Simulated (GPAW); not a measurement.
GaN (wurtzite (GaN)1-x(AlN)x, x = 0, P6_3mc), N K edge of atom 2, with 4 Ga at 1.95 Å (tetrahedral). Method: GPAW, LDA, excited-electron core hole (neutral cell), 16-atom cell with 5.2 Å between holes, 4×4×5 k points, dipole transitions, Gaussian full width 0.9 eV up to 4 eV, rising linearly to 3.5 eV at 25 eV.

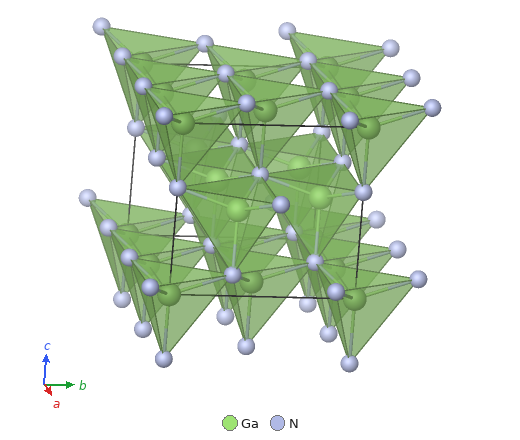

The structure (gallium green, nitrogen light blue). Some periodic images of atoms are drawn too.

```xyz
16
Lattice="6.3780 0.0000 0.0000 0.0000 5.5235 0.0000 0.0000 0.0000 5.1850" Properties=species:S:1:pos:R:3 pbc="T T T"
Ga    0.0000    0.0000    0.0009
N     0.0000    1.8411    0.6412
Ga    0.0000    1.8411    2.5934
N     0.0000    0.0000    3.2343
Ga    1.5945    2.7618    0.0009
N     1.5946    4.6029    0.6412
Ga    1.5945    4.6029    2.5934
N     1.5946    2.7618    3.2343
Ga    3.1890    0.0000    0.0009
N     3.1890    1.8411    0.6412
Ga    3.1890    1.8412    2.5934
N     3.1890    0.0000    3.2343
Ga    4.7835    2.7618    0.0009
N     4.7834    4.6029    0.6412
Ga    4.7835    4.6029    2.5934
N     4.7834    2.7618    3.2343
```

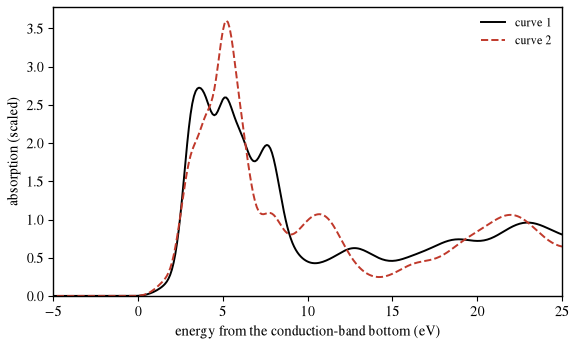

Energy from the bottom of the conduction band, which holds the excited electron; a common scale on which the isotropic spectrum has a mean of 1 over the first 20 eV.

The curves are for the electric vector along different Cartesian axes of the cell as given, averaged over the symmetry-equivalent atoms. Which is which?

Curve 1: along z (c), main maxima 3.6 eV (2.72), 5.1 eV (2.60) and 7.6 eV (1.98). Curve 2: along x (⊥ c) (the other in-plane axis gives the same curve within 3 %), main maxima 5.2 eV (3.60), 10.7 eV (1.07) and 22.0 eV (1.06). A K edge sees empty p states on the absorber. Each direction probes the empty orbitals that point along it. The holes are only 5.2 Å apart, so the shape is probably not converged with cell size; no larger cell was run here. The mesh is coarse (0.28 Å⁻¹ between points), so small maxima may be mesh ripples.

[Banner, clock and machine lines of the logs are left out without a mark of their own.]

[Logs are printed without paths, hosts, clocks, repeated set-up lines and the standing remarks that a program may print on its own settings, such as how far it seeks lower states.]

[Hosts, paths, dates, database ids (printed as entryN), source tags and the programs' standing remarks are cut or masked in the printed files.]

[Lists of maxima count a maximum above −3 eV only where it reaches 4 % of the highest in the window and stands out from its surroundings by 2 % of it (1.5 % where it reaches 55 %); shoulders and weaker maxima are passed over, and of the rest the first, up to two pre-edge ones and the few strongest are named.]
